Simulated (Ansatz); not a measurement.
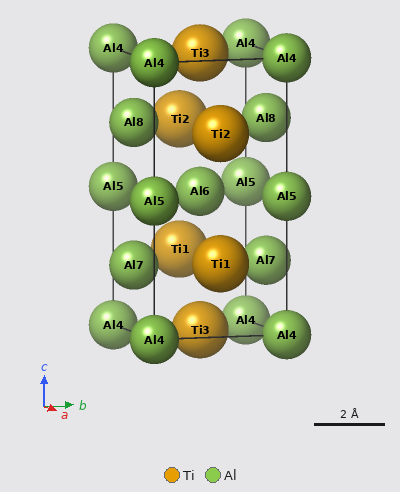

**Figure 1.** The structure (spheres-only view of the cell of the calculation, seen slightly off an axis; atoms are numbered from 1 in the order of the input). An atom can appear more than once, as a periodic image.

# Run report: Ti3Al5, band-structure calculation

Ti3Al5 (Pmmm, 8 atoms in the cell), computed with DFT r2SCAN, scalar-relativistic, plane waves, PAW, no spin polarisation (Ansatz 0.2.0).

The structure derives from a Materials Project entry. Figures and captions count atoms from 1; the log counts them from 0 in places.

### The program's output
```
scf.n_extra_bands = 20 over 26 filled bands (N_el = 51.0): the run solves 46 bands
Engine: ansatz 0.2.0, x86_64-unknown-linux-gnu
Pseudopotentials: kind: paw
Pseudopotential: Ti, paw, valence charge 12, recommended cutoff 500 eV (meta_gga), Ti.paw.azcp
Pseudopotential: Al, paw, valence charge 3, recommended cutoff 500 eV (meta_gga), Al.paw.azcp
Functional definition: r2SCAN
  parameter k0 = 0.174
  parameter k1 = 0.065
  parameter a1 = 4.9479
  exchange = r2scan_x(k0 = k0, k1 = k1, a1 = a1)
  correlation = r2scan_c
Crystal: 8 atoms, lattice volume = 126.669 Å³
Basis set: ecut = 500 eV, 3201 PW (Γ), exchange–correlation on 120×120×240 points (64 copies of the dense FFT grid, shifted against one another)
Bands: 46, of which v1, the nominal top of the filled ones, is band 26 counted from 1 (25 counted from 0)
Symmetry: 8 space group operations
Space group: Pmmm (ITA 47), of the structure as read, at distance tolerance 5.0e-5 Å
k-points: 144 of 600
Non-local potential: Ti, projectors of the file, l = 0: 3, l = 1: 2, l = 2: 3, l = 3: 1
Non-local potential: Al, projectors of the file, l = 0: 2, l = 1: 2, l = 2: 1
PAW form: soft (Blöchl's): semilocal exchange-correlation on the pseudo side does not see the compensation charge
PAW frozen core: Ti, regenerated for the run's functional (the file was generated under x = pbe(κ = 0.804, μ = 0.2195149727645171), c = pbe(β = 0.06672455060314922))
PAW frozen core: Al, regenerated for the run's functional (the file was generated under x = pbe(κ = 0.804, μ = 0.2195149727645171), c = pbe(β = 0.06672455060314922))
PAW one-centre angular grid: Ti, 590 points (default); XC on 160 Gauss nodes
PAW one-centre angular grid: Al, 302 points (default); XC on 160 Gauss nodes
Initial density: superposition of atomic densities (neutral atoms: chi_scale 0, normalization atom), corrected by the library's trained network
Initial wavefunctions: pseudopotential atomic-orbital guess
Functional: x = r2scan, c = r2scan; τ floored in thin density (d = 2e-4 eV/Å³)
SCF iter   1: F=—  HF=-10218.724901 eV  |F-HF|=—  |Δ(HF+E_count)|=         —  Δρ=1.19e-2  dr2=2.44e-1  dr2_τ=6.82e-2  ethr=1.77e-3  ⟨swp⟩=6.2  Hψ=31288  notcnv=0  defer=301
preconditioner: auto → Kerker (q_TF=auto, 2.344 Å⁻¹)  [metal: Δε(μ)=0.006 eV  Ē_g=7.267 eV  σ=0.100 eV  W_gap=0.03  n_scr=30 (ndim 8)  ℏωp=17.1 eV  f_vac=0.000  D(μ)=4.18/eV (n_scr^D=38)]
SCF iter   2: F=—  HF=-10218.832725 eV  |F-HF|=—  |Δ(HF+E_count)|=   1.08e-1  Δρ=7.06e-3  dr2=9.08e-2  dr2_τ=7.90e-3  ethr=4.79e-4  ⟨swp⟩=2.0  Hψ=11910  notcnv=0  defer=1745
SCF iter   3: F=—  HF=-10218.827328 eV  |F-HF|=—  |Δ(HF+E_count)|=   5.40e-3  Δρ=3.68e-3  dr2=4.16e-2  dr2_τ=1.13e-3  ethr=1.78e-4  ⟨swp⟩=2.0  Hψ=6902  notcnv=0  defer=1745
SCF iter   4: F=—  HF=-10218.825451 eV  |F-HF|=—  |Δ(HF+E_count)|=   1.88e-3  Δρ=1.85e-3  dr2=6.95e-3  dr2_τ=1.87e-4  ethr=8.16e-5  ⟨swp⟩=1.5  Hψ=5002  notcnv=0  defer=1745
SCF iter   5: F=—  HF=-10218.824682 eV  |F-HF|=—  |Δ(HF+E_count)|=   7.69e-4  Δρ=4.49e-4  dr2=5.33e-4  dr2_τ=6.37e-6  ethr=1.36e-5  ⟨swp⟩=2.4  Hψ=6726  notcnv=0  defer=1745
SCF iter   6: F=—  HF=-10218.824594 eV  |F-HF|=—  |Δ(HF+E_count)|=   8.73e-5  Δρ=1.32e-4  dr2=5.24e-5  dr2_τ=1.19e-6  ethr=1.05e-6  ⟨swp⟩=2.1  Hψ=6501  notcnv=0  defer=1745
SCF iter   7: F=—  HF=-10218.824593 eV  |F-HF|=—  |Δ(HF+E_count)|=   1.47e-6  Δρ=2.13e-5  dr2=6.10e-7  dr2_τ=1.36e-8  ethr=1.03e-7  ⟨swp⟩=1.0  Hψ=6624  notcnv=0  defer=1745
SCF iter   8: F=-10218.824593 eV  HF=-10218.824593 eV  |F-HF|=1.17e-8  |Δ(HF+E_count)|=   3.52e-7  Δρ=5.39e-6  dr2=4.52e-8  dr2_τ=1.69e-9  ethr=1.96e-10  ⟨swp⟩=14.2  Hψ=44941  notcnv=0
SCF 1 converged in 8 iterations: F = -10218.824593 eV  dr2 = 4.52e-8
  greatest PAW one-centre occupation: 1.001 electrons in one spin orbital (limit 2), on the Ti atom at site 2 (counted from 0), in its partial waves of l = 1
NSCF: frozen V_eff on 172 k-points
NSCF: frozen V_eff on 320 k-points
SCF converged after 8 iterations
Free energy (F): -10218.824593 eV
Harris-Foulkes:  -10218.824593 eV  (|F-HF|=1.17e-8)
Internal energy: -10218.802812 eV  (E = F + TS)
E sigma→0 (E₀):  -10218.813703 eV
Entropy (-TS):   -0.021781 eV (-2.723 meV/atom)
Fermi energy:    10.593768 eV
--- Per-component energies (eV) ---
  E_band       = -523.223389
  E_kinetic    = 939.764605
  E_local      = -3506.200432  (includes V_loc(G=0)·N_el)
  E_nonlocal   = 73.480466
  E_hartree    = 1527.550005
  E_xc         = -465.555532
  E_vxc        = -558.167867  (∫ρ·V_xc dr)
  E_paw        = -5538.313453  (= ΣΔE_a)
  E_vpaw       = -560.591015  (= ΣTr[D̂ρ^β])
  E_aug_tail   = 0.000272  (compensation charges beyond the density's cutoff)
  E_vtau       = 33.401158  (kinetic-family band-sum trace: ∫τ·v_τ [+ j·A + Jᵃ·Aᵃ] dr)
  E_ewald      = -3248.467832
  E_core_change = -1.060912  (= ΣΔE_core)
  E_smearing   = -0.021781  (= −TS)
  E_closure    = -0.000000  (closes the sum)
  Σ components = -10218.824593   (vs F -10218.824593, Δ=0.00e0)
--- Forces (eV/Å), atoms counted from 1 ---
  atom   1  Ti    -0.00000000     0.00000000    -0.00045334
  atom   2  Ti     0.00000000    -0.00000000     0.00045334
  atom   3  Ti     0.00000000    -0.00000000     0.00000000
  atom   4  Al    -0.00000000    -0.00000000     0.00000000
  atom   5  Al    -0.00000000     0.00000000     0.00000000
  atom   6  Al     0.00000000    -0.00000000     0.00000000
  atom   7  Al    -0.00000000    -0.00000000    -0.00055894
  atom   8  Al     0.00000000     0.00000000     0.00055894
  max |Σ_I F_I| component: 1.08e-19 eV/Å
--- Stress (GPa, compression-positive) ---
       -0.004168      -0.000000       0.000000
       -0.000000      -0.001900      -0.000000
        0.000000      -0.000000      -0.006017
  P = ⅓ Tr σ = -0.0040 GPa (-0.040 kbar)
--- Band table (eV; the first three rows and the last of 144) ---
  k-point 0: bands = ["-48.4589", "-48.4528", "-48.2592", "-23.7837", "-23.7752", "-23.7000", "-23.6875", "-23.6578", "-23.6399", "-23.6221", "-23.3894", "-23.3418", "0.0538", "2.5900", "2.8809", "7.5557", "8.2055", "8.3992", "8.6913", "8.8040", "9.4412", "9.5363", "9.8697", "9.8858", "9.9466", "10.2121", "10.7593", "11.3505", "11.4506", "11.4962", "11.8217", "12.1933", "12.2110", "13.3174", "14.3130", "14.3392", "14.4574", "14.8066", "15.0194", "15.7286", "16.8200", "16.8519", "17.0041", "17.3746", "17.3785", "18.2086"]
  k-point 1: bands = ["-48.4588", "-48.4530", "-48.2591", "-23.7834", "-23.7755", "-23.7045", "-23.6872", "-23.6526", "-23.6402", "-23.6221", "-23.3894", "-23.3426", "0.1051", "2.0428", "3.5476", "7.1889", "8.1934", "8.3974", "8.7533", "8.7970", "9.1951", "9.8557", "9.8704", "9.9003", "9.9685", "10.2188", "10.7768", "11.3502", "11.3845", "11.4088", "11.7560", "12.2375", "12.4796", "13.3910", "13.9952", "14.2719", "14.6981", "14.7420", "15.3733", "15.8629", "16.7541", "16.9529", "17.0915", "17.3555", "17.4786", "17.7882"]
  k-point 2: bands = ["-48.4584", "-48.4534", "-48.2591", "-23.7828", "-23.7761", "-23.7114", "-23.6867", "-23.6442", "-23.6409", "-23.6221", "-23.3893", "-23.3442", "0.2340", "1.5375", "4.4290", "6.3523", "8.3000", "8.3940", "8.7834", "8.8475", "8.9569", "9.8548", "9.9009", "9.9915", "10.0139", "10.2324", "10.8176", "11.3246", "11.3898", "11.4624", "11.6327", "12.2851", "12.9228", "13.4533", "13.6054", "14.2079", "14.6283", "15.2386", "15.8495", "16.2350", "16.6837", "16.9162", "17.0244", "17.2805", "17.4906", "17.6609"]
  k-point 143: bands = ["-48.4519", "-48.4513", "-48.2629", "-23.7911", "-23.7895", "-23.7334", "-23.7231", "-23.6602", "-23.6503", "-23.6441", "-23.3680", "-23.3304", "3.9754", "4.7637", "4.7886", "4.9276", "5.0361", "6.1203", "7.3112", "7.9804", "8.0783", "8.3664", "8.5415", "8.8527", "9.4559", "9.7910", "10.2866", "12.0388", "12.0494", "12.1505", "12.4775", "12.4940", "12.5345", "12.5473", "12.8353", "13.8565", "14.0342", "14.5081", "14.7516", "15.0599", "15.1144", "16.3004", "16.9841", "18.4788", "19.0958", "19.3183"]
--- Löwdin populations: 8 sites ---
  site symbol       q [e]
     0     Ti     11.4810
     1     Ti     11.4810
     2     Ti     11.4482
     3     Al      3.3723
     4     Al      3.1941
     5     Al      3.1198
     6     Al      3.2776
     7     Al      3.2776
  spilling = 0.006832 (of n_electrons = 51.000000)
--- Bader charges: 8 sites ---
  site symbol  charge [e]  shift [e]
     0     Ti      0.8230     0.0002
     1     Ti      0.8230     0.0002
     2     Ti      0.7800     0.0008
     3     Al     -0.4675     0.0005
     4     Al     -0.5250     0.0007
     5     Al     -0.3303     0.0008
     6     Al     -0.5516     0.0004
     7     Al     -0.5516     0.0004
  estimated error of the sums over rays = 9.1e-4 e
```

### File bader_charges.tsv
```
# site	symbol	x_ang	y_ang	z_ang	partial_charge_e	electrons	volume_ang3	relative_density_drop	shared_charge_e	partial_wave_shift_e
# quadrature_error_electrons = 9.1e-4
0	Ti	0.0000	2.0114	2.1377	0.82299	21.17701	12.63	-	0.82299	0.00018
1	Ti	0.0000	2.0114	5.9329	0.82299	21.17701	12.63	-	0.82299	0.00018
2	Ti	1.9508	2.0114	0.0000	0.78001	21.21999	12.92	-	0.78001	0.00080
3	Al	0.0000	0.0000	0.0000	-0.46746	13.46746	17.79	-	-0.46746	0.00045
4	Al	0.0000	0.0000	4.0353	-0.52496	13.52496	17.84	-	-0.52496	0.00068
5	Al	1.9508	2.0114	4.0353	-0.33033	13.33033	16.81	-	-0.33033	0.00084
6	Al	1.9508	0.0000	1.9558	-0.55160	13.55160	18.02	-	-0.55160	0.00043
7	Al	1.9508	0.0000	6.1148	-0.55163	13.55163	18.02	-	-0.55163	0.00043
```

### File populations.tsv
```
# site	symbol	l	j	q
# orbitals = lowdin
# n_electrons = 51.000000
# spilling = 0.006832
0	Ti	0_3S	-	1.857829
0	Ti	0_4S	-	0.524703
0	Ti	1_3P	-	5.984687
0	Ti	2_3D	-	3.113733
1	Ti	0_3S	-	1.857829
1	Ti	0_4S	-	0.524703
1	Ti	1_3P	-	5.984687
1	Ti	2_3D	-	3.113733
2	Ti	0_3S	-	1.866591
2	Ti	0_4S	-	0.567423
2	Ti	1_3P	-	5.985795
2	Ti	2_3D	-	3.028434
3	Al	0_3S	-	0.890626
3	Al	1_3P	-	2.481714
4	Al	0_3S	-	0.857449
4	Al	1_3P	-	2.336688
5	Al	0_3S	-	0.860848
5	Al	1_3P	-	2.258910
6	Al	0_3S	-	0.877012
6	Al	1_3P	-	2.400580
7	Al	0_3S	-	0.877012
7	Al	1_3P	-	2.400580
```

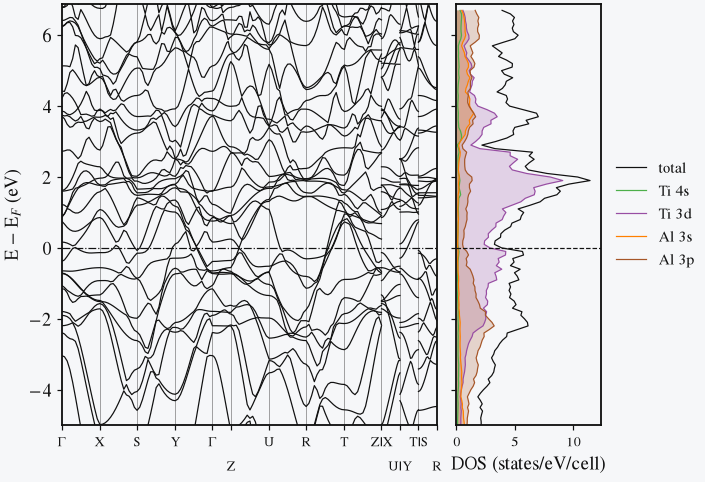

**Figure 2.** Band structure along Γ–X–S–Y–Γ–Z–U–R–T–Z|X–U|Y–T|S–R and density of states (projected on Löwdin-orthogonalised atomic shells), with energies from the Fermi level. Bands cross the Fermi level: a metal at this level of theory.

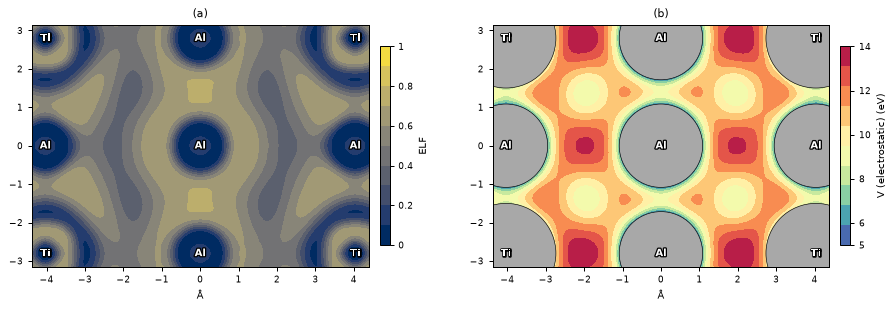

**Figure 3.** (a) electron localisation function; (b) electrostatic potential (local pseudopotential plus Hartree) felt by an electron on the (110) plane of the conventional cell. Grey discs, where drawn, cover atomic cores. The section cuts through Ti and Al sites. Ti–Al (2.80 Å): the ELF is about 0.35 at the midpoint; no localised pair between them. The strong features right at Ti lie inside the PAW spheres (semicore, d or f shells) and say nothing about bonding. Outside the cores the potential energy rises away from the atoms and is highest about 1.9 Å from the nearest atoms; outside the discs it spans about 8 eV, and its zero is arbitrary. In a PAW calculation such maps are meaningful between the atoms, not at the nuclei.

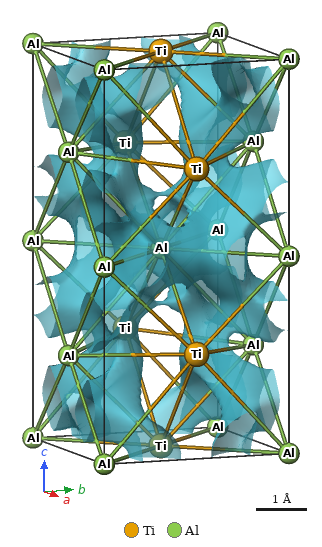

**Figure 4.** Isosurface of the ELF at 0.6 (cyan), seen slightly off an axis. Core shells and regions of very low density are left out. Sticks mark near contacts. The outline is the cell set on symmetry axes. The ELF exceeds this value in one network that runs through the whole crystal, counted in one cell of 8 atoms.  Values along the shortest contacts: Ti–Al (2.72 Å): the ELF is about 0.35 at the midpoint (no localised pair between them). Al–Al (2.76 Å): the ELF peaks at about 0.70 between the atoms.

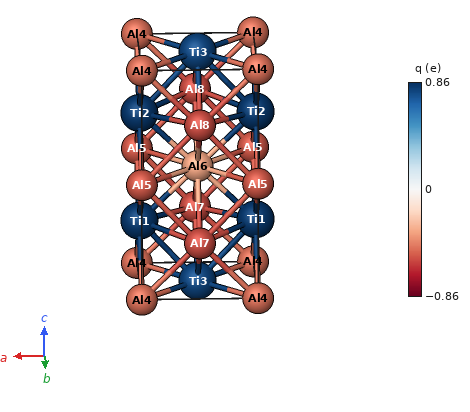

**Figure 5.** Bader charges, as the colour of each atom (ball-and-stick view of the cell of the calculation, seen at an oblique angle; atoms are numbered from 1 in the order of the input). By element: Ti +0.78 to +0.82 and Al −0.55 to −0.33 e.

This output came from the following input.

### The input
```yaml
crystal:
  lattice:
    - [3.9016290122, 0.0, 0.0]
    - [0.0, 4.0227228113, 0.0]
    - [0.0, 0.0, 8.0705706867]
  atoms:
    - { symbol: Ti, position: [0.0, 0.5, 0.2648736031] }
    - { symbol: Ti, position: [0.0, 0.5, 0.7351263969] }
    - { symbol: Ti, position: [0.5, 0.5, 0.0] }
    - { symbol: Al, position: [0.0, 0.0, 0.0] }
    - { symbol: Al, position: [0.0, 0.0, 0.5] }
    - { symbol: Al, position: [0.5, 0.5, 0.5] }
    - { symbol: Al, position: [0.5, 0.0, 0.2423326362] }
    - { symbol: Al, position: [0.5, 0.0, 0.7576673638] }
basis:
  ecutwfc: 500
kpoints:
  mp_grid: { grid: [10, 10, 6] }
  band_path:
    path:
      - [[0.0, 0.0, 0.0], [0.5, 0.0, 0.0], [0.5, 0.5, 0.0], [0.0, 0.5, 0.0], [0.0, 0.0, 0.0], [0.0, 0.0, 0.5], [0.5, 0.0, 0.5], [0.5, 0.5, 0.5], [0.0, 0.5, 0.5], [0.0, 0.0, 0.5]]
      - [[0.5, 0.0, 0.0], [0.5, 0.0, 0.5]]
      - [[0.0, 0.5, 0.0], [0.0, 0.5, 0.5]]
      - [[0.5, 0.5, 0.0], [0.5, 0.5, 0.5]]
    npoints: 14
hamiltonian:
  xc: r2scan
scf:
  occupations: { method: gaussian, width: 0.1 }
  n_extra_bands: 20
output:
  forces: true
  stress: true
  eigenvalues: true
  populations: true
  dos: { projected: true, de: 0.02, nscf_kmesh: { grid: [15, 15, 9] } }
  bader: true
  write_density: true
  write_potential: true
  elf: true
  volumetric_format: npy
```

Launched with:
```bash
ansatz run input.yaml --threads 2 --pin off --max-ram 5120MiB --backend cpu --events-out ev --progress --plain --runs-dir out
```

### Results in brief

```csv
quantity,value
outcome,converged
space group (tolerance 0.01 Å),Pmmm (47)
electrons treated,51
free energy,−10218.8246 eV
Fermi energy,10.594 eV
gap on the k-point mesh,none (metallic)
pressure,0.00 GPa
largest force (length of the vector),0.001 eV/Å
hardware,"2 threads of Intel Xeon @ 2.50GHz (Skylake/Cascade Lake), 192 GiB of memory available, shared host"
wall time,3.8 min (CPU time 7.4 min)
peak memory,1.7 GiB
```
